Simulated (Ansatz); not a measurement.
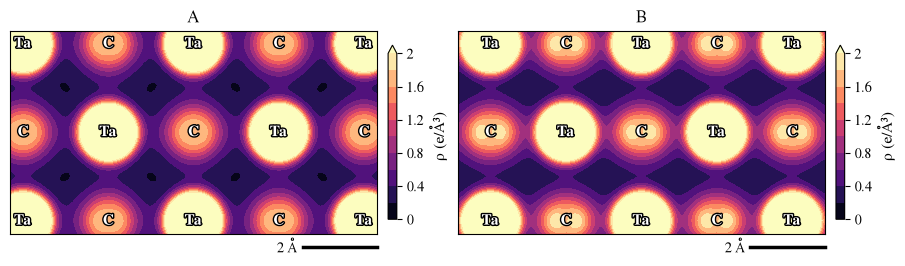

Ta4C3. The valence charge density (pseudo) of two cells that differ in size and shape, on the (100) plane of each (indices in the axes of the calculation cell), at one length scale and on one colour scale; one has 11.1 and the other 14.2 Å³ an atom.

Space group P4/mmm; a structure from a database of computed crystals, not necessarily the ambient phase.

The calculation used Ansatz 0.2.0, DFT PBEsol, scalar-relativistic, plane waves, PAW.

In a PAW calculation such maps are meaningful between the atoms, not at the nuclei.

The larger cell:

```
Ta C
1.0
     4.57871    0.00000    0.00000
     0.00000    4.57871    0.00000
     0.00000    0.00000    4.75481
Ta C
4 3
Direct
  0.00000 0.50000 0.50000
  0.50000 0.00000 0.50000
  0.50000 0.50000 0.00000
  0.00000 0.00000 0.00000
  0.50000 0.00000 0.00000
  0.00000 0.50000 0.00000
  0.00000 0.00000 0.50000
```

The smaller cell: a = 4.050 Å, b = 4.050 Å, c = 4.755 Å, α = 90.00°, β = 90.00°, γ = 90.00°.

### Which panel shows the smaller cell, and what does the compression change?

Panel B is the smaller cell, by 22 % in volume. From the larger cell to the smaller, Ta–C goes from 2.29 to 2.03 Å, and the density at its midpoint from 0.51 to 0.89 e/Å³; the pressure goes from −34 to 51 GPa.
